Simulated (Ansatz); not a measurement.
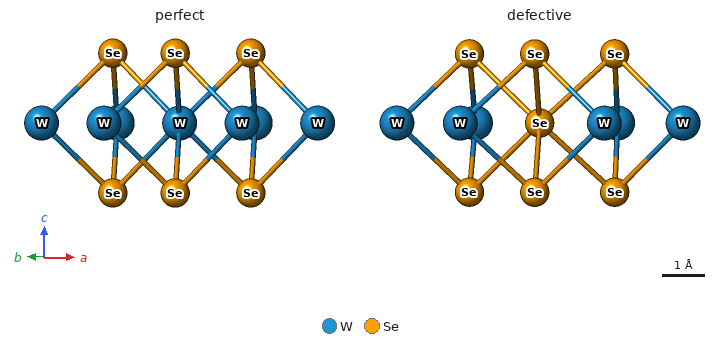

Left: perfect WSe₂. Right: the same region with one point defect, after relaxing the atoms in a supercell of 42 sites. Style: ball-and-stick. Shown: the atoms within 3.8 Å of one point, from a free direction.

Level of theory: DFT PBE, scalar-relativistic, plane waves, PAW (Ansatz). Settings: plane-wave cutoff 420 eV; k-point mesh 2 × 2 × 2; occupations gaussian; smearing width 0.01 eV; collinear spin. The cell is small and the k-mesh coarse, so the numbers are rough. A uniform background neutralises the charged cell. The axes drawn are those of the host's conventional cell.

**What kind of defect was made?**

A tungsten atom is replaced by selenium.

The charge state of the cell is −1.

**How does the lattice respond?**

In the host the W atom has 6 Se at 2.55 Å; the Se atom ends with 6 Se at 2.61 Å. Of the host's atoms, a tungsten atom moves furthest from its site, by 0.13 Å.

Limits of the set-up: layers or molecules are held without a dispersion correction, so their spacing is unreliable.
